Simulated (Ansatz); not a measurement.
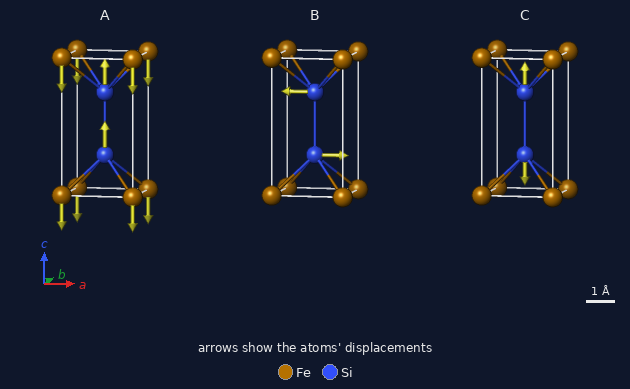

Three optical modes of solid FeSi$_{2}$ relaxed at 3 GPa at the zone centre, in no order (one member of each degenerate set). Displacements are drawn as yellow arrows; their common scale and sign are arbitrary. The picture is a ball-and-stick view of the cell of the calculation, seen slightly off an axis.

Method: DFT PBEsol, scalar-relativistic, plane waves, PAW (Ansatz 0.2.0). Set-up: plane-wave cutoff 420 eV; k-point mesh 16 × 16 × 8; occupations fermi dirac; smearing width 0.15 eV; target pressure 3 GPa; no spin polarisation.

The frequencies depend somewhat on the k-mesh and the smearing.

> Order them from the lowest to the highest frequency (imaginary ones first).

B (233 cm⁻¹), A (371 cm⁻¹), C (565 cm⁻¹). B, E_g: The Fe atoms stay at rest; all motion is along a; atoms of one kind move against one another, with no net shift of their sublattice. A, A₂u: The Fe sublattice moves against the Si sublattice, along c; the kinetic energy is shared as Fe 50 %, Si 50 %. C, A₁g: The Fe atoms stay at rest; all motion is along c; atoms of one kind move against one another, with no net shift of their sublattice; it stretches the shortest Si–Si bonds (2.32 Å). The crystal is metallic in this run.

Limits of the set-up: an element that often carries a moment was run without spin polarisation.
